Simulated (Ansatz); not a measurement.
# Single-point calculation of GaAs (part 2 of 2)

Continued. System: GaAs (2 atoms in the cell). Method: DFT, HSE06, plane waves, PAW, no spin polarisation (Ansatz 0.2.0); cutoff 420 eV, 2×4×6 k-mesh, Fermi–Dirac smearing of 0.02 eV. The structure was built on a prototype by a generator. Some settings of this run were made unusual or wrong on purpose. The geometry comes from this level: r2SCAN.

Geometry of the input (Å; fractional positions):
```
0.0000  2.6645  2.6645
2.6645  0.0000  2.6645
2.6645  2.6645  0.0000
Ga 0.0000  0.0000  0.0000
As 0.5000  0.5000  0.5000
```

Log, continued
```
SCF iter   1: F=—  HF=-8640.238203 eV  |F-HF|=—  |Δ(HF+E_count)|=         —  Δρ=4.24e-3  dr2=1.14e-2  ethr=4.86e-4  ⟨swp⟩=2.1  Hψ=759  notcnv=0
preconditioner: auto → none  [insulator: Δε(μ)=0.094 eV  Ē_g=17.907 eV  σ=0.020 eV  W_gap=0.79  n_scr=14 (ndim 8)  ℏωp=25.6 eV  f_vac=0.000  D(μ)=2.19/eV (n_scr^D=14)]
SCF iter   2: F=—  HF=-8640.236119 eV  |F-HF|=—  |Δ(HF+E_count)|=   2.08e-3  Δρ=9.28e-4  dr2=1.60e-3  ethr=2.65e-5  ⟨swp⟩=3.2  Hψ=888  notcnv=0  defer=1
SCF iter   3: F=—  HF=-8640.235963 eV  |F-HF|=—  |Δ(HF+E_count)|=   1.56e-4  Δρ=4.50e-4  dr2=1.70e-3  ethr=1.15e-6  ⟨swp⟩=3.4  Hψ=926  notcnv=0  defer=1
SCF iter   4: F=—  HF=-8640.243076 eV  |F-HF|=—  |Δ(HF+E_count)|=   7.11e-3  Δρ=1.68e-3  dr2=2.06e-3  ethr=1.81e-7  ⟨swp⟩=4.0  Hψ=1080  notcnv=0  defer=1
SCF iter   5: F=—  HF=-8640.242682 eV  |F-HF|=—  |Δ(HF+E_count)|=   3.95e-4  Δρ=2.25e-4  dr2=5.08e-4  ethr=1.81e-7  ⟨swp⟩=4.0  Hψ=1012  notcnv=0
SCF iter   6: F=—  HF=-8640.243697 eV  |F-HF|=—  |Δ(HF+E_count)|=   1.02e-3  Δρ=8.48e-4  dr2=7.90e-4  ethr=5.48e-8  ⟨swp⟩=4.0  Hψ=976  notcnv=0  defer=1
SCF iter   7: F=-8640.243593 eV  HF=-8640.243594 eV  |F-HF|=8.87e-7  |Δ(HF+E_count)|=   1.03e-4  Δρ=6.27e-5  dr2=2.62e-4  ethr=5.48e-8  ⟨swp⟩=4.0  Hψ=902  notcnv=0
SCF 3 stopped early in 7 iterations: F = -8640.243593 eV  dr2 = 2.62e-4
hybrid outer 2: dexx = +1.126e-2 eV, tail = 1.10e-1 eV, Δε = 1.52e-1 eV (about 2.96e-2 eV left of the loop's levels)
Exchange kernel: α = 0.2500, screened, ω = 0.2079 Å⁻¹, Wigner–Seitz truncation, v(0) = 910.3824 eV·Å³, q-mesh 2×4×6, nearest image of the exchange supercell L = 7.54 Å, pair-density grid 15×15×15, without the augmentation charges, whose exchange is taken in its separable form by FFT convolution over the k-point mesh (sized by the pseudopotential files, 24×24×24 at the most), smooth part of the exact exchange by density-matrix convolution
Frozen-core exchange: fock
SCF iter   1: F=—  HF=-8640.243954 eV  |F-HF|=—  |Δ(HF+E_count)|=         —  Δρ=6.05e-4  dr2=4.70e-4  ethr=1.02e-5  ⟨swp⟩=2.3  Hψ=766  notcnv=0
preconditioner: auto → none  [insulator: Δε(μ)=0.060 eV  Ē_g=17.960 eV  σ=0.020 eV  W_gap=0.56  n_scr=14 (ndim 8)  ℏωp=25.6 eV  f_vac=0.000  D(μ)=1.19/eV (n_scr^D=14)]
SCF iter   2: F=—  HF=-8640.243905 eV  |F-HF|=—  |Δ(HF+E_count)|=   4.98e-5  Δρ=8.28e-5  dr2=2.05e-4  ethr=5.01e-7  ⟨swp⟩=3.0  Hψ=755  notcnv=0
SCF iter   3: F=—  HF=-8640.244341 eV  |F-HF|=—  |Δ(HF+E_count)|=   4.37e-4  Δρ=4.76e-4  dr2=2.07e-4  ethr=6.55e-9  ⟨swp⟩=4.1  Hψ=1251  notcnv=0
SCF iter   4: F=—  HF=-8640.244309 eV  |F-HF|=—  |Δ(HF+E_count)|=   3.22e-5  Δρ=4.66e-5  dr2=8.70e-5  ethr=6.55e-9  ⟨swp⟩=4.1  Hψ=1082  notcnv=0
SCF iter   5: F=—  HF=-8640.244503 eV  |F-HF|=—  |Δ(HF+E_count)|=   1.94e-4  Δρ=2.48e-4  dr2=4.56e-5  ethr=2.19e-9  ⟨swp⟩=4.2  Hψ=1078  notcnv=0
SCF iter   6: F=—  HF=-8640.244493 eV  |F-HF|=—  |Δ(HF+E_count)|=   9.58e-6  Δρ=1.18e-5  dr2=1.73e-5  ethr=2.19e-9  ⟨swp⟩=4.0  Hψ=1018  notcnv=0
Mixer restart at iter 6: flushing history
SCF iter   7: F=—  HF=-8640.244543 eV  |F-HF|=—  |Δ(HF+E_count)|=   4.93e-5  Δρ=1.03e-4  dr2=6.68e-6  ethr=1.59e-10  ⟨swp⟩=4.7  Hψ=1319  notcnv=0
SCF iter   8: F=-8640.244548 eV  HF=-8640.244548 eV  |F-HF|=1.38e-7  |Δ(HF+E_count)|=   5.35e-6  Δρ=2.87e-5  dr2=5.70e-7  ethr=1.59e-10  ⟨swp⟩=4.3  Hψ=1339  notcnv=0
SCF 4 stopped early in 8 iterations: F = -8640.244548 eV  dr2 = 5.70e-7
hybrid outer 3: dexx = +1.116e-3 eV, tail = 6.25e-3 eV, Δε = 8.86e-2 eV (about 8.67e-3 eV left of the loop's levels)
Exchange kernel: α = 0.2500, screened, ω = 0.2079 Å⁻¹, Wigner–Seitz truncation, v(0) = 910.3824 eV·Å³, q-mesh 2×4×6, nearest image of the exchange supercell L = 7.54 Å, pair-density grid 15×15×15, without the augmentation charges, whose exchange is taken in its separable form by FFT convolution over the k-point mesh (sized by the pseudopotential files, 24×24×24 at the most), smooth part of the exact exchange by density-matrix convolution
Frozen-core exchange: fock
SCF iter   1: F=—  HF=-8640.244550 eV  |F-HF|=—  |Δ(HF+E_count)|=         —  Δρ=1.48e-5  dr2=1.56e-7  ethr=1.10e-7  ⟨swp⟩=2.6  Hψ=776  notcnv=0
preconditioner: auto → none  [insulator: Δε(μ)=0.137 eV  Ē_g=17.966 eV  σ=0.020 eV  W_gap=0.92  n_scr=14 (ndim 8)  ℏωp=25.6 eV  f_vac=0.000  D(μ)=0.37/eV (n_scr^D=0)]
SCF iter   2: F=—  HF=-8640.244550 eV  |F-HF|=—  |Δ(HF+E_count)|=   1.11e-7  Δρ=7.19e-6  dr2=1.82e-8  ethr=4.40e-10  ⟨swp⟩=4.0  Hψ=1148  notcnv=0
SCF iter   3: F=-8640.244550 eV  HF=-8640.244550 eV  |F-HF|=2.69e-9  |Δ(HF+E_count)|=   7.35e-9  Δρ=3.69e-6  dr2=3.85e-9  ethr=5.58e-11  ⟨swp⟩=3.1  Hψ=761  notcnv=0
SCF 5 converged in 3 iterations: F = -8640.244550 eV  dr2 = 3.85e-9
  Residual-converged pass: ⟨swp⟩=3.0  Hψ=877  notcnv=0  max |occ|·‖R‖ = 2.3e-6 eV (tolerance 2.4e-6 eV)  dr2=3.79e-9  dr2_onsite=1.79e-9  max |Δocc| = 1.7e-12
hybrid outer 4: dexx = +1.672e-7 eV, tail = 1.35e-7 eV, Δε = 2.67e-3 eV (about 4.68e-4 eV left of the loop's levels)
Exchange kernel: α = 0.2500, screened, ω = 0.2079 Å⁻¹, Wigner–Seitz truncation, v(0) = 910.3824 eV·Å³, q-mesh 2×4×6, nearest image of the exchange supercell L = 7.54 Å, pair-density grid 15×15×15, without the augmentation charges, whose exchange is taken in its separable form by FFT convolution over the k-point mesh (sized by the pseudopotential files, 24×24×24 at the most), smooth part of the exact exchange by density-matrix convolution
Frozen-core exchange: fock
SCF iter   1: F=—  HF=-8640.244550 eV  |F-HF|=—  |Δ(HF+E_count)|=         —  Δρ=3.97e-6  dr2=4.40e-9  ethr=4.76e-10  ⟨swp⟩=4.2  Hψ=864  notcnv=0
preconditioner: auto → none  [insulator: Δε(μ)=0.138 eV  Ē_g=17.967 eV  σ=0.020 eV  W_gap=0.92  n_scr=14 (ndim 8)  ℏωp=25.6 eV  f_vac=0.000  D(μ)=0.36/eV (n_scr^D=0)]
SCF iter   2: F=-8640.244550 eV  HF=-8640.244550 eV  |F-HF|=2.80e-10  |Δ(HF+E_count)|=   1.88e-9  Δρ=1.68e-6  dr2=7.01e-10  ethr=1.56e-11  ⟨swp⟩=3.0  Hψ=742  notcnv=0
SCF 6 converged in 2 iterations: F = -8640.244550 eV  dr2 = 7.01e-10
  Residual-converged pass: ⟨swp⟩=3.0  Hψ=755  notcnv=0  max |occ|·‖R‖ = 2.4e-6 eV (tolerance 2.4e-6 eV)  dr2=7.18e-10  dr2_onsite=8.47e-11  max |Δocc| = 1.4e-12
```

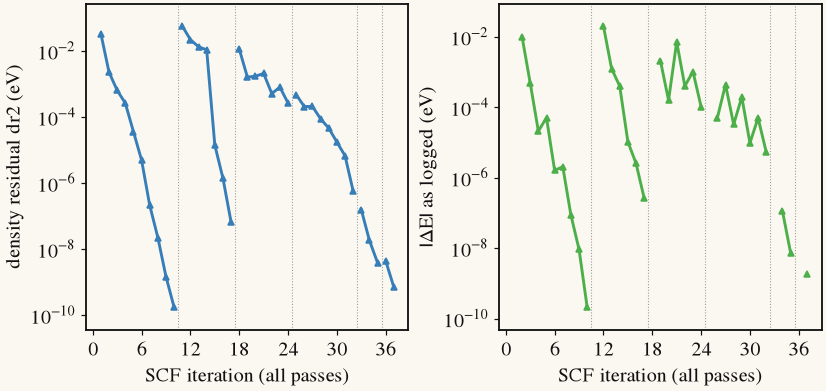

Figure 1. Convergence of the self-consistent field: density residual dr2 and size of the energy change against the SCF iteration. The run starts with a semilocal functional; after that each stretch between dotted lines is one SCF of the hybrid functional between two exact rebuilds of the exchange operator by the outer loop. Early passes are stopped at a loose threshold. The 6 passes take 2 to 10 iterations each, 37 in all.

```
hybrid outer 5: dexx = +5.435e-11 eV, tail = 1.89e-9 eV, Δε = 9.87e-5 eV (about 2.34e-4 eV left of the loop's levels), ΔF = 9.47e-30 eV/Å (tail inf)
hybrid SCF converged: 5 outer / 27 inner (+10 warm-up), last move |dexx| = 5.43e-11 eV, tail = 1.89e-9 eV
Stability not checked: this state was not tested for a lower state beside it, because the functional holds exact exchange (a hybrid, or Hartree-Fock), whose exchange loop this test does not read (fock_operator; see scf.lower_state_search)
Free energy (F): -8640.244550 eV
Frozen-core exchange: fock
Harris-Foulkes:  -8640.244550 eV  (|F-HF|=2.80e-10)
Internal energy: -8640.243794 eV  (E = F + TS)
E sigma→0 (E₀):  -8640.244172 eV
Entropy (-TS):   -0.000756 eV (-0.378 meV/atom)
Fermi energy:    10.615029 eV
--- Per-component energies (eV) ---
  E_band       = -319.404161
  E_kinetic    = 217.649386
  E_local      = -3352.237585  (includes V_loc(G=0)·N_el)
  E_nonlocal   = -245.717980
  E_hartree    = 1729.002435
  E_xc         = -119.624236
  E_vxc        = -110.263781  (∫ρ·V_xc dr)
  E_exx        = -108.959120  (= α·E_x^exact, valence–valence)
  E_paw        = -3744.928644  (= ΣΔE_a)
  E_vpaw       = -68.920773  (= ΣTr[D̂ρ^β])
  E_aug_tail   = -0.000150  (compensation charges beyond the density's cutoff)
  E_ewald      = -3014.779901
  E_core_change = -0.647998  (= ΣΔE_core)
  E_smearing   = -0.000756  (= −TS)
  E_closure    = -0.000002  (closes the sum)
  Σ components = -8640.244550   (vs F -8640.244550, Δ=1.82e-12)
--- Forces (eV/Å), atoms counted from 1 ---
  atom   1  Ga     0.00000000    -0.00000000    -0.00000000
  atom   2  As     0.00000000     0.00000000     0.00000000
  max |Σ_I F_I| component: 6.31e-30 eV/Å
--- Stress (GPa, compression-positive) ---
       -2.378602      -0.372099       0.372099
       -0.372099       4.324022       3.937136
        0.372099       3.937136       4.324022
  P = ⅓ Tr σ = 2.0898 GPa (20.898 kbar)
--- Band table (eV; the first three rows and the last of 21) ---
  k-point 0: bands = ["-28.5129", "-28.5068", "-28.4707", "-28.4469", "-28.4369", "-7.2147", "-7.2063", "-7.1964", "-7.1687", "-7.1666", "-4.3570", "10.3413", "10.4564", "10.5135", "11.3244", "18.4101", "18.4404", "18.5095"]
  k-point 1: bands = ["-28.5128", "-28.5064", "-28.4709", "-28.4462", "-28.4369", "-7.2175", "-7.2139", "-7.1944", "-7.1698", "-7.1601", "-3.9343", "7.1765", "10.3264", "10.5185", "13.4919", "17.0002", "17.0387", "17.4557"]
  k-point 2: bands = ["-28.5126", "-28.5055", "-28.4714", "-28.4448", "-28.4369", "-7.2307", "-7.2294", "-7.1928", "-7.1647", "-7.1455", "-2.7500", "3.6951", "10.4202", "10.6986", "13.8917", "14.8022", "14.8714", "16.2760"]
  k-point 20: bands = ["-28.5120", "-28.5054", "-28.4709", "-28.4464", "-28.4343", "-7.3124", "-7.2185", "-7.1883", "-7.1565", "-7.1300", "-0.6094", "3.7818", "5.4570", "6.3131", "12.6757", "15.9236", "17.9701", "20.2406"]
```

Outcome

| quantity | value |
| --- | --- |
| outcome | converged |
| space group (tolerance 0.01 Å) | Fm-3m (225) |
| electrons treated | 28 |
| free energy | −8640.2446 eV |
| Fermi energy | 10.615 eV |
| band gap | none (metallic) |
| pressure | 2.09 GPa |
| largest force (length of the vector) | under 0.001 eV/Å |
| wall time | 17 s (CPU time 57 s) |
| peak memory | 0.71 GiB |

Diagnosis

Some settings of this run were drawn to be unusual or wrong. It converged; results that depend on the unusual settings are not reference values. Warnings of the run: the exchange loop's threshold is looser than advised for the stress; the SCF threshold is looser than advised for the printed stress; the k-point mesh lowers the symmetry that the run can use.
